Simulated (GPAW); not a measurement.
## Zn15FeS16 (ZnS32 Fe1): moments or none

Aim: find out whether Zn15FeS16 (ZnS32 Fe1) carries moments when they start parallel, and what they gain.

Method: PBE; plane waves with GPAW's PAW setups, scalar-relativistic, in GPAW 26.7.0.

### 1. Set-up

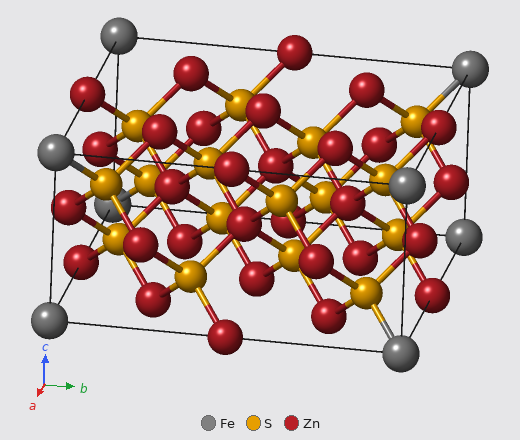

The cell as given, slightly off an axis (iron grey, sulfur orange, zinc red). Bonds to atoms that aren't drawn are left out. Some periodic images of atoms are drawn too.

The cell is a made-up one and need not be a known phase.

### 2. Run 1 (ferro +)

The parallel start comes first: it fits the smallest cell, keeps the most symmetry and shows whether parallel moments form.

The input, order1.py:

```python
import json
import numpy as np
from ase import Atoms
from ase.parallel import paropen, parprint
from gpaw import GPAW

atoms = Atoms(['Fe', 'S', 'Zn', 'S', 'Zn', 'S', 'Zn', 'S', 'Zn', 'S', 'Zn', 'S', 'Zn', 'S', 'Zn', 'S', 'Zn', 'S', 'Zn', 'S', 'Zn', 'S', 'Zn', 'S', 'Zn', 'S', 'Zn', 'S', 'Zn', 'S', 'Zn', 'S'],
    cell=[[10.818, 0.0, 0.0],
         [0.0, 10.818, 0.0],
         [0.0, 0.0, 5.409]],
    scaled_positions=[[0.0, 0.0, 0.0],
         [0.125, 0.125, 0.25],
         [0.0, 0.25, 0.5],
         [0.125, 0.375, 0.75],
         [0.25, 0.0, 0.5],
         [0.375, 0.125, 0.75],
         [0.25, 0.25, 0.0],
         [0.375, 0.375, 0.25],
         [0.0, 0.5, 0.0],
         [0.125, 0.625, 0.25],
         [0.0, 0.75, 0.5],
         [0.125, 0.875, 0.75],
         [0.25, 0.5, 0.5],
         [0.375, 0.625, 0.75],
         [0.25, 0.75, 0.0],
         [0.375, 0.875, 0.25],
         [0.5, 0.0, 0.0],
         [0.625, 0.125, 0.25],
         [0.5, 0.25, 0.5],
         [0.625, 0.375, 0.75],
         [0.75, 0.0, 0.5],
         [0.875, 0.125, 0.75],
         [0.75, 0.25, 0.0],
         [0.875, 0.375, 0.25],
         [0.5, 0.5, 0.0],
         [0.625, 0.625, 0.25],
         [0.5, 0.75, 0.5],
         [0.625, 0.875, 0.75],
         [0.75, 0.5, 0.5],
         [0.875, 0.625, 0.75],
         [0.75, 0.75, 0.0],
         [0.875, 0.875, 0.25]],
    pbc=True,
    magmoms=[4.0, 0.0, 0.0, 0.0, 0.0, 0.0, 0.0, 0.0, 0.0, 0.0, 0.0, 0.0, 0.0, 0.0, 0.0, 0.0, 0.0, 0.0, 0.0, 0.0, 0.0, 0.0, 0.0, 0.0, 0.0, 0.0, 0.0, 0.0, 0.0, 0.0, 0.0, 0.0])
atoms.calc = GPAW(mode={'name': 'pw', 'ecut': 450},
    xc='PBE',
    kpts={'size': (3, 3, 5), 'gamma': True},
    occupations={'name': 'fermi-dirac', 'width': 0.05},
    convergence={'density': 1e-05, 'energy': 1e-05},
    maxiter=200,
    mixer={'name': 'pulay', 'beta': 0.05, 'nmaxold': 6, 'weight': 50},
    symmetry={'tolerance': 1e-4},
    txt='order1.txt')
e = atoms.get_potential_energy(force_consistent=True)
res = {'free_energy': e, 'energy_sigma0': atoms.get_potential_energy(), 'fermi_energy': atoms.calc.get_fermi_level()}
res['moments'] = atoms.get_magnetic_moments().tolist()
res['total'] = atoms.get_magnetic_moment()
parprint('site moments (muB):', np.round(res['moments'], 3))
parprint(f"total moment: {res['total']:.3f} muB")
parprint(f'free energy: {e:.6f} eV')
atoms.calc.write('order1.gpw')
with paropen('results.json', 'w') as f:
    json.dump(res, f)
```

Run with:

```
OMP_NUM_THREADS=1 mpirun -n 4 gpaw python order1.py > order1.log
```

Numbers of over 12 decimals in the logs are rounded to 6 here.

Output:

```text
site moments (muB): [3.164e+00 4.500e-02 1.100e-02 4.000e-03 1.100e-02 4.000e-03 6.000e-03
 4.000e-03 2.000e-03 4.000e-03 1.100e-02 4.500e-02 0.000e+00 4.000e-03
 6.000e-03 4.000e-03 2.000e-03 4.000e-03 0.000e+00 4.000e-03 1.100e-02
 4.500e-02 6.000e-03 4.000e-03 2.000e-03 4.000e-03 0.000e+00 4.000e-03
 0.000e+00 4.000e-03 6.000e-03 4.500e-02]
total moment: 4.000 muB
free energy: -116.870706 eV

--- order1.txt ---
Input parameters:
  mode=PW(ecut=450),
  convergence={'density': 1e-05, 'energy': 1e-05},
  kpts=MonkhorstPack(size=(3, 3, 5), gamma=True),
  maxiter=200,
  mixer=Pulay(name='pulay', nmaxold=6, beta=0.05, weight=50, sigma=0.015, g_ss=None),
  occupations=Occupations(name='fermi-dirac', width=0.05),
  symmetry=Symmetry(tolerance=0.0001),
  xc=XC(name='PBE')

Diagonalizing LCAO Hamiltonian
Converting LCAO to pw mode
        .--------------------------.
       /|                          |
      / |                          |
     /  | S             S          |
    /   |       S            S     |
   /  Zn|           Zn             |
  /    S|        S   S         S   |
 *      .--Zn------------Zn--------.
 |     / S  S         S  S        /
 | Zn /      Zn Zn         Zn    /
 |   /        S            S    /
 |  /S  Zn        ZS Zn        /
 | /     Zn            Zn     /
 |/                          /
 Fe------------Zn-----------*

Atoms  # Å, Bohr magnetons
|    | symbol |        x |        y |        z |    initial magnetic moments |
|----|--------|----------|----------|----------|-----------------------------|
|  0 |     Fe | 0.000000 | 0.000000 | 0.000000 | ( 0.0000,  0.0000,  4.0000) |
|  1 |      S | 1.352250 | 1.352250 | 1.352250 | ( 0.0000,  0.0000,  0.0000) |
|  2 |     Zn | 0.000000 | 2.704500 | 2.704500 | ( 0.0000,  0.0000,  0.0000) |
|  3 |      S | 1.352250 | 4.056750 | 4.056750 | ( 0.0000,  0.0000,  0.0000) |
|  4 |     Zn | 2.704500 | 0.000000 | 2.704500 | ( 0.0000,  0.0000,  0.0000) |
|  5 |      S | 4.056750 | 1.352250 | 4.056750 | ( 0.0000,  0.0000,  0.0000) |
|  6 |     Zn | 2.704500 | 2.704500 | 0.000000 | ( 0.0000,  0.0000,  0.0000) |
|  7 |      S | 4.056750 | 4.056750 | 1.352250 | ( 0.0000,  0.0000,  0.0000) |
|  8 |     Zn | 0.000000 | 5.409000 | 0.000000 | ( 0.0000,  0.0000,  0.0000) |
|  9 |      S | 1.352250 | 6.761250 | 1.352250 | ( 0.0000,  0.0000,  0.0000) |
| 10 |     Zn | 0.000000 | 8.113500 | 2.704500 | ( 0.0000,  0.0000,  0.0000) |
| 11 |      S | 1.352250 | 9.465750 | 4.056750 | ( 0.0000,  0.0000,  0.0000) |
| 12 |     Zn | 2.704500 | 5.409000 | 2.704500 | ( 0.0000,  0.0000,  0.0000) |
| 13 |      S | 4.056750 | 6.761250 | 4.056750 | ( 0.0000,  0.0000,  0.0000) |
| 14 |     Zn | 2.704500 | 8.113500 | 0.000000 | ( 0.0000,  0.0000,  0.0000) |
| 15 |      S | 4.056750 | 9.465750 | 1.352250 | ( 0.0000,  0.0000,  0.0000) |
| 16 |     Zn | 5.409000 | 0.000000 | 0.000000 | ( 0.0000,  0.0000,  0.0000) |
| 17 |      S | 6.761250 | 1.352250 | 1.352250 | ( 0.0000,  0.0000,  0.0000) |
| 18 |     Zn | 5.409000 | 2.704500 | 2.704500 | ( 0.0000,  0.0000,  0.0000) |
| 19 |      S | 6.761250 | 4.056750 | 4.056750 | ( 0.0000,  0.0000,  0.0000) |
| 20 |     Zn | 8.113500 | 0.000000 | 2.704500 | ( 0.0000,  0.0000,  0.0000) |
| 21 |      S | 9.465750 | 1.352250 | 4.056750 | ( 0.0000,  0.0000,  0.0000) |
| 22 |     Zn | 8.113500 | 2.704500 | 0.000000 | ( 0.0000,  0.0000,  0.0000) |
| 23 |      S | 9.465750 | 4.056750 | 1.352250 | ( 0.0000,  0.0000,  0.0000) |
| 24 |     Zn | 5.409000 | 5.409000 | 0.000000 | ( 0.0000,  0.0000,  0.0000) |
| 25 |      S | 6.761250 | 6.761250 | 1.352250 | ( 0.0000,  0.0000,  0.0000) |
| 26 |     Zn | 5.409000 | 8.113500 | 2.704500 | ( 0.0000,  0.0000,  0.0000) |
| 27 |      S | 6.761250 | 9.465750 | 4.056750 | ( 0.0000,  0.0000,  0.0000) |
| 28 |     Zn | 8.113500 | 5.409000 | 2.704500 | ( 0.0000,  0.0000,  0.0000) |
| 29 |      S | 9.465750 | 6.761250 | 4.056750 | ( 0.0000,  0.0000,  0.0000) |
| 30 |     Zn | 8.113500 | 8.113500 | 0.000000 | ( 0.0000,  0.0000,  0.0000) |
| 31 |      S | 9.465750 | 9.465750 | 1.352250 | ( 0.0000,  0.0000,  0.0000) |

Unit cell  # Å
| periodic |         x |         y |        z |   lengths |    angles |
|----------|-----------|-----------|----------|-----------|-----------|
|      yes | 10.818000 |  0.000000 | 0.000000 | 10.818000 | 90.000000 |
|      yes |  0.000000 | 10.818000 | 0.000000 | 10.818000 | 90.000000 |
|      yes |  0.000000 |  0.000000 | 5.409000 |  5.409000 | 90.000000 |

Number of symmetries: 8

BZ-sampling:
  Number of BZ points: 45
  Number of IBZ points: 9

  Monkhorst-Pack size: [3, 3, 5]
  Monkhorst-Pack shift: [0, 0, 0]

K-points  # in reciprocal-cell coordinates
|   |                                coordinates |     weight |
|---|--------------------------------------------|------------|
| 0 | (  0.00000000,   0.00000000,   0.00000000) | 0.02222222 |
| 1 | (  0.00000000,   0.00000000,   0.20000000) | 0.04444444 |
| 2 | (  0.00000000,   0.00000000,   0.40000000) | 0.04444444 |
| 3 | (  0.33333333,   0.00000000,   0.00000000) | 0.08888889 |
| 4 | (  0.33333333,   0.00000000,   0.20000000) | 0.17777778 |
| 5 | (  0.33333333,   0.00000000,   0.40000000) | 0.17777778 |
| 6 | (  0.33333333,   0.33333333,   0.00000000) | 0.08888889 |
| 7 | (  0.33333333,   0.33333333,   0.20000000) | 0.17777778 |
| 8 | (  0.33333333,   0.33333333,   0.40000000) | 0.17777778 |

Plane wave coefficients: 13775
Cutoff: 450.000000 eV

Spin-components: 2 (collinear spins)
Bands:           177
Projectors:      176
Spin-degeneracy: 1
Datatype:        complex128

Parallelization:
  kpt:    4
  domain: 1
  band:   1

Density:
  Valence electrons: 284.0
  Components: 2
  Grid points: [54 54 27]
  Charge: 0.0  # |e|

Potential:
  Grid points: [54 54 27]

species:
  Fe:
    name:    Iron
    Z:       26.0
    valence: 8
    core:    18
    charge:  0.0  # [|e|]
    compensation charges:
      type: gauss
      rc: 0.33  # [Å]
      lmax: 2
    cutoffs:
      filter: 2.06  # [Å]
      core: 2.67  # [Å]
    projectors
    | kind |    occ | energy [eV] | rcut [Å] |
    |------|--------|-------------|----------|
    |   4s |  2.000 |      -5.291 |    1.164 |
    |   4p |  0.000 |      -1.326 |    1.058 |
    |   3d |  6.000 |      -7.505 |    1.058 |
    |    s |        |      21.920 |    1.164 |
    |    p |        |      25.885 |    1.058 |
    |    d |        |      19.706 |    1.058 |

    Using partial waves for Fe as LCAO basis

  S:
    name:    Sulfur
    Z:       16.0
    valence: 6
    core:    10
    charge:  0.0  # [|e|]
    compensation charges:
      type: gauss
      rc: 0.24  # [Å]
      lmax: 2
    cutoffs:
      filter: 1.77  # [Å]
      core: 1.66  # [Å]
    projectors
    | kind |    occ | energy [eV] | rcut [Å] |
    |------|--------|-------------|----------|
    |   3s |  2.000 |     -17.254 |    0.974 |
    |   3p |  4.000 |      -7.008 |    0.979 |
    |    s |        |       9.957 |    0.974 |
    |    p |        |      20.203 |    0.979 |
    |    d |        |       0.000 |    0.900 |

    Using partial waves for S as LCAO basis

  Zn:
    name:    Zinc
    Z:       30.0
    valence: 12
    core:    18
    charge:  0.0  # [|e|]
    compensation charges:
      type: gauss
      rc: 0.37  # [Å]
      lmax: 2
    cutoffs:
      filter: 2.14  # [Å]
      core: 2.28  # [Å]
    projectors
    | kind |    occ | energy [eV] | rcut [Å] |
    |------|--------|-------------|----------|
    |   4s |  2.000 |      -5.977 |    1.286 |
    |   4p |  0.000 |      -1.117 |    1.270 |
    |   3d | 10.000 |     -10.142 |    1.180 |
    |    s |        |      21.234 |    1.286 |
    |    p |        |      26.095 |    1.270 |
    |    d |        |      17.070 |    1.180 |

    Using partial waves for Zn as LCAO basis

Reference energy: -941261.272755  # eV

eigensolver:
  PPCG
  Converge bands: occupied
  niter=2

density mixing:
  Pulay-Mixer
  Linear mixing parameters: 0.05
  Old densities: 6
  Fourier metric: weight=50, sigma=0.015

occupation numbers:
  Fermi-Dirac:
    width: 0.0500  # eV

poisson solver:
  ecut: 3600.000000  # eV

xc functional:
  name: PBE with 2 nearest neighbor stencil

convergence criteria:
- Maximum integral of absolute [dens]ity change: 1e-05 electrons / valence electron
- Maximum [total energy] change in last 3 cyles: 1e-05 eV / valence electron
- Maximum integral of absolute [eigenst]ate change: 4e-08 eV^2 / valence electron
maximum number of iterations: 200

SCF iterations
|iter     |      energy | eigst |  dens |  magmom |
|---------|-------------|-------|-------|---------|
|iter:   1|       0s | -121.102881 | +1.14 |       |  +4.0021|
|iter:   2|      26s | -120.858012 | +0.36 | -1.14 |  +4.0020|
|iter:   3|      52s | -117.635948 | -0.34 | -1.20 |  +4.0016|
|iter:   4|      78s | -116.897850 | -0.35 | -1.37 |  +4.0010|
|iter:   5|     105s | -116.781577 | -1.11 | -1.58 |  +4.0013|
|iter:   6|     131s | -116.820437 | -1.39 | -1.63 |  +4.0011|
|iter:   7|     158s | -116.941595 | -1.03 | -1.75 |  +4.0004|
|iter:   8|     185s | -116.844422 | -1.59 | -2.15 |  +4.0005|
|iter:   9|     211s | -116.915994 | -1.29 | -2.18 |  +4.0003|
|iter:  10|     237s | -116.839732 | -1.53 | -2.35 |  +4.0001|
|iter:  11|     263s | -116.839852 | -2.68 | -3.08 |  +4.0001|
|iter:  12|     290s | -116.840230c| -3.15 | -3.19 |  +4.0001|
|iter:  13|     316s | -116.840567c| -3.41 | -3.23 |  +4.0001|
|iter:  14|     342s | -116.840724c| -3.82 | -3.34 |  +4.0001|
|iter:  15|     367s | -116.840839c| -4.21 | -3.48 |  +4.0000|
|iter:  16|     391s | -116.840869c| -4.49 | -3.58 |  +4.0000|
|iter:  17|     415s | -116.840951c| -4.71 | -3.62 |  +4.0000|
|iter:  18|     438s | -116.841020c| -4.83 | -3.71 |  +4.0000|
|iter:  19|     462s | -116.841056c| -5.00 | -3.82 |  +4.0000|
|iter:  20|     486s | -116.841070c| -5.25 | -3.97 |  +4.0000|
|iter:  21|     510s | -116.841066c| -5.70 | -4.04 |  +4.0000|
|iter:  22|     534s | -116.841070c| -5.97 | -4.05 |  +4.0000|
|iter:  23|     558s | -116.841071c| -6.25 | -4.15 |  +4.0000|
|iter:  24|     581s | -116.841075c| -5.67 | -4.28 |  +4.0000|
|iter:  25|     605s | -116.841075c| -6.30 | -4.71 |  +4.0000|
|iter:  26|     629s | -116.841075c| -6.86 | -4.72 |  +4.0000|
|iter:  27|     652s | -116.841075c| -7.20 | -5.09c|  +4.0000|
|iter:  28|     664s | -116.841075c| -8.10c| -5.25c|  +4.0000|

Converged in 28 steps
Energy contributions relative to reference atoms: (reference = -941261.272755)

Energy contributions:
  Kinetic:         184.951284
  Coulomb:        -157.390656
  Zero:              0.394621
  External:          0.000000
  Xc:             -144.766693
  Entropy:          -0.059262
  Spinorbit:         0.000000
  ----------------------------
  Free energy:    -116.870706
  Extrapolated:   -116.841075

dipole moment: (-87.567059, -87.567059, -84.707521)  # |e|*Ang

Total magnetic moment: (0.000000, 0.000000, 3.999999)

Local magnetic moments
|        x |        y |        z |
|----------|----------|----------|
| 0.000000 | 0.000000 | 3.164162 |  # Fe   0
| 0.000000 | 0.000000 | 0.044520 |  # S    1
| 0.000000 | 0.000000 | 0.010768 |  # Zn   2
| 0.000000 | 0.000000 | 0.004018 |  # S    3
| 0.000000 | 0.000000 | 0.010768 |  # Zn   4
| 0.000000 | 0.000000 | 0.004018 |  # S    5
| 0.000000 | 0.000000 | 0.005960 |  # Zn   6
| 0.000000 | 0.000000 | 0.004029 |  # S    7
| 0.000000 | 0.000000 | 0.002005 |  # Zn   8
| 0.000000 | 0.000000 | 0.004018 |  # S    9
| 0.000000 | 0.000000 | 0.010768 |  # Zn  10
| 0.000000 | 0.000000 | 0.044520 |  # S   11
| 0.000000 | 0.000000 | 0.000311 |  # Zn  12
| 0.000000 | 0.000000 | 0.004029 |  # S   13
| 0.000000 | 0.000000 | 0.005960 |  # Zn  14
| 0.000000 | 0.000000 | 0.004018 |  # S   15
[...]
| 0.000000 | 0.000000 | 0.005960 |  # Zn  22
| 0.000000 | 0.000000 | 0.004018 |  # S   23
| 0.000000 | 0.000000 | 0.001866 |  # Zn  24
| 0.000000 | 0.000000 | 0.004029 |  # S   25
| 0.000000 | 0.000000 | 0.000311 |  # Zn  26
| 0.000000 | 0.000000 | 0.004018 |  # S   27
| 0.000000 | 0.000000 | 0.000311 |  # Zn  28
| 0.000000 | 0.000000 | 0.004018 |  # S   29
| 0.000000 | 0.000000 | 0.005960 |  # Zn  30
| 0.000000 | 0.000000 | 0.044520 |  # S   31

Fermi level: 4.932
Eigenvalues  # (at kpt = [0.000, 0.000, 0.000])
| band index |      eig [eV] | occ [0-1] |      eig [eV] | occ [0-1] |
|------------|---------------|-----------|---------------|-----------|
|          0 |        -9.362 |     1.000 |        -9.339 |     1.000 |
|        ... |               |           |               |           |
|        135 |         2.670 |     1.000 |         2.864 |     1.000 |
|        136 |         2.842 |     1.000 |         3.584 |     1.000 |
|        137 |         3.056 |     1.000 |         3.601 |     1.000 |
|        138 |         3.089 |     1.000 |         3.601 |     1.000 |
|        139 |         3.200 |     1.000 |         4.845 |     0.850 |
|        140 |         3.200 |     1.000 |         4.848 |     0.844 |
|        141 |         3.986 |     1.000 |         5.799 |     0.000 |
|        142 |         4.011 |     1.000 |         5.924 |     0.000 |
|        143 |         4.011 |     1.000 |         5.924 |     0.000 |
|        144 |         5.887 |     0.000 |         5.929 |     0.000 |
|        145 |         7.207 |     0.000 |         7.324 |     0.000 |
|        146 |         7.208 |     0.000 |         7.339 |     0.000 |
|        147 |         7.208 |     0.000 |         7.339 |     0.000 |
|        148 |         7.872 |     0.000 |         7.926 |     0.000 |
|        149 |         7.875 |     0.000 |         7.927 |     0.000 |
|        ... |               |           |               |           |
|        176 |        10.574 |     0.000 |        10.818 |     0.000 |

No gap
No difference between direct/indirect transitions
```

It took 12 min on 4 MPI ranks of Intel Xeon Platinum 8488C (Sapphire Rapids), shared host; peak memory 2.7 GiB; 48 min of CPU time.

Spin moment in the augmentation sphere by element, in μB:

| element | atoms | mean | spread (r.m.s.) | least | largest |
| --- | --- | --- | --- | --- | --- |
| Fe | 1 | 3.16 | 0.00 | 3.16 | 3.16 |
| S | 16 | 0.01 | 0.02 | 0.00 | 0.04 |
| Zn | 15 | 0.00 | 0.00 | 0.00 | 0.01 |

The atoms farthest from the mean of their element:

| atom | x, y, z (Å) | spin moment in the augmentation sphere (μB) |
| --- | --- | --- |
| S2 | 1.35, 1.35, 1.35 | 0.04 |
| S12 | 1.35, 9.47, 4.06 | 0.04 |
| S32 | 9.47, 9.47, 1.35 | 0.04 |
| S22 | 9.47, 1.35, 4.06 | 0.04 |
| S10 | 1.35, 6.76, 1.35 | 0.00 |
| S16 | 4.06, 9.47, 1.35 | 0.00 |
| S6 | 4.06, 1.35, 4.06 | 0.00 |
| S4 | 1.35, 4.06, 4.06 | 0.00 |

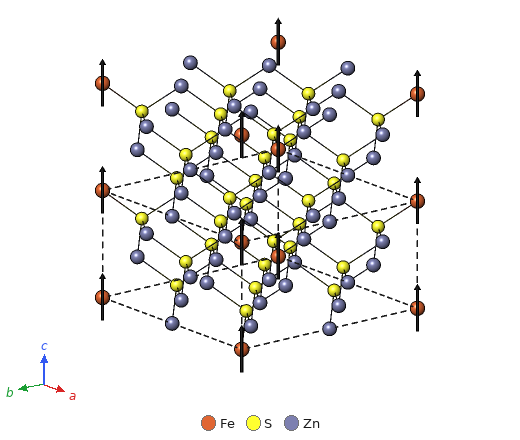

Spin moment in the augmentation sphere as arrows, the longest 3.16 μB. Up and down stand for the sign. Arrows give size and sign along the axis of quantisation, drawn up and down the page. Bonds to atoms that aren't drawn are left out. 1×1×2 cells are drawn. Some periodic images of atoms are drawn too.

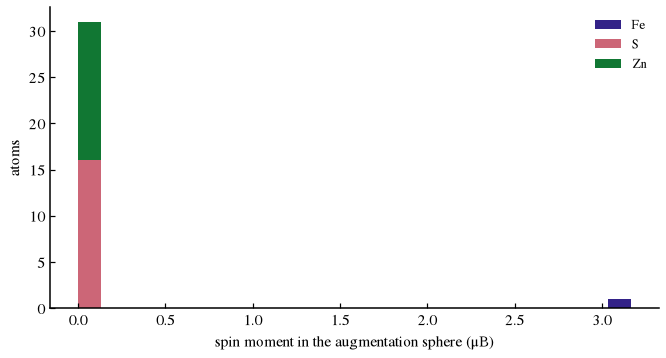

Spin moment in the augmentation sphere as a stacked histogram.

This step gave:

```
magnetization : 4.000 μB
final state   : ferromagnetic
```

After 28 cycles the largest moment stands at 3.16 μB.

(Part 1 of 2 ends here.)

[Logs and program files are shortened in this print: banners, set-up blocks, solver, clock and traceback lines can be left out without a mark of their own.]

[Logs are printed without paths, hosts, clocks, repeated set-up lines and the standing remarks that a program may print on its own settings, such as how far it seeks lower states.]

[Hosts, paths, dates, database ids (printed as entryN), source tags and the programs' standing remarks are cut or masked in the printed files.]

[Where a cell is said to come from a database of computed structures, the database is the Materials Project.]
